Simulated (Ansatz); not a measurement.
System: AlCu₃, space group Fm-3m (No. 225).

Structure:
```yaml
crystal:
  lattice:
    - [0.00000, 2.89119, 2.89119]
    - [2.89119, 0.00000, 2.89119]
    - [2.89119, 2.89119, 0.00000]
  atoms:
    - { symbol: Al, position: [0.00000, 0.00000, 0.00000] }
    - { symbol: Cu, position: [0.50000, 0.50000, 0.50000] }
    - { symbol: Cu, position: [0.25000, 0.25000, 0.25000] }
    - { symbol: Cu, position: [0.75000, 0.75000, 0.75000] }
```

Method: elastic stress-strain coefficients at zero temperature from small strains of the given cell, Voigt order xx yy zz yz xz xy, Cartesian axes of the cell vectors; plane waves with PAW datasets, Γ-centred k mesh (Ansatz 0.2.0). Level: r2SCAN, no spin polarisation.

wave cutoff 500 eV; k mesh 12×12×12; occupations Fermi–Dirac; smearing width 0.15 eV; ions relaxed; strain amplitude 0.005.

Predict the Young's modulus as a surface whose radius and colour give its value in each direction.

Over all directions E runs from 21 to 285 GPa, a ratio of 14, a strong anisotropy. E is 21 GPa along x, y and z alike, and 285 GPa along the body diagonal x + y + z. The Hill averages are K = 150 GPa and G = 46 GPa, Poisson's ratio 0.36; K/G = 3.29, above Pugh's empirical 1.75, a sign of ductile behaviour in a metal.

Stiffness matrix C (GPa), Voigt order:
```tsv
	xx	yy	zz	yz	xz	xy
xx	160.0	145.8	145.8	0.0	0.0	0.0
yy	145.8	160.0	145.8	0.0	0.0	0.0
zz	145.8	145.8	160.0	0.0	0.0	0.0
yz	0.0	0.0	0.0	120.5	0.0	0.0
xz	0.0	0.0	0.0	0.0	120.5	0.0
xy	0.0	0.0	0.0	0.0	0.0	120.5
```

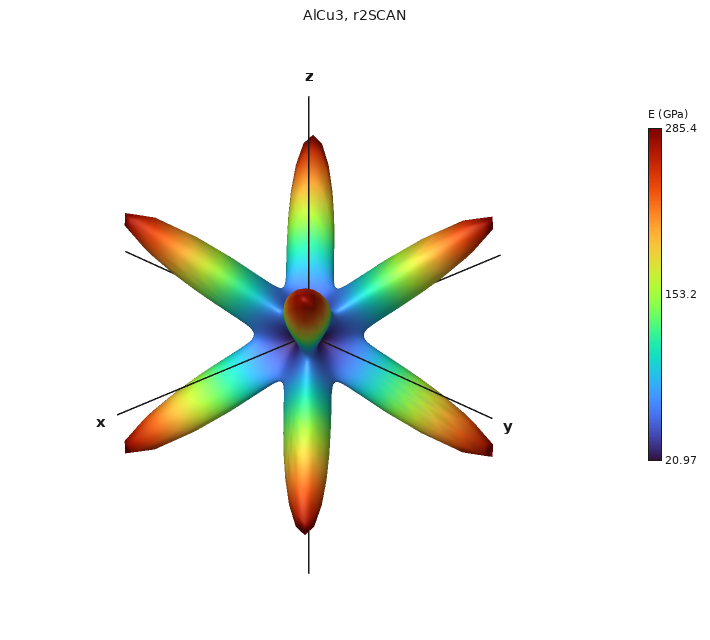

Note: metal sensitive to the k mesh.
